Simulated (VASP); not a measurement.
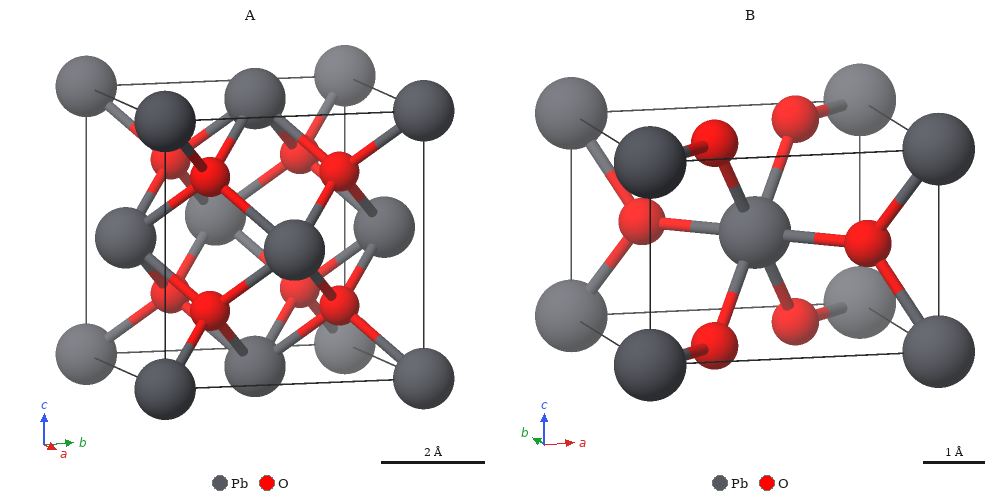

Two structures of PbO2, each relaxed (cell and atoms) at zero pressure; conventional cells in solid outline, small ones repeated, each panel with its own scale. Alike in all runs: VASP 6.6.1; functional LDA; VASP's PAW LDA potentials, release 64 (Pb_d, O); cutoff 600 eV; occupations fermi-dirac, width 0.05 eV; no spin polarisation; no spin-orbit coupling. The k meshes have like spacings.

**Give the type and space group of each panel.**

A: fluorite (CaF₂ type), Fm-3m; B: rutile, P4₂/mnm.

**Rank them by energy, lowest first.**

B, then A (+61 meV/atom), static energies at zero smearing.

**Could pressure favour another of these structures?**

A is denser (12.3 against 13.8 Å³/atom), so pressure favours it. Setting PΔV equal to ΔE at fixed volumes gives a first estimate of 6.4 GPa for the crossing; compression of both forms, other phases and heat would move it.

**Collect the results in a table.**

| panel | space group | E − E(lowest) (meV/atom) | volume (Å³/atom) | gap (eV) |
| --- | --- | --- | --- | --- |
| B | P4₂/mnm | 0 | 13.8 | 0.11 |
| A | Fm-3m | 61 | 12.3 | metal |

The starts are database entries or structure types tried for this composition, and the most stable form need not be among them. Gaps are the least found on the k-mesh, which can miss the band edges.

Caveat: semilocal functionals underestimate gaps, so a compound with a small gap can come out metallic; spin-orbit coupling is left out, which shifts the gaps of compounds of heavy elements; gaps of a few tenths of an eV or less are fragile: at this level of theory the bands may already be inverted off the mesh, while measured gaps, where the compound is known, are often wider than semilocal functionals give.
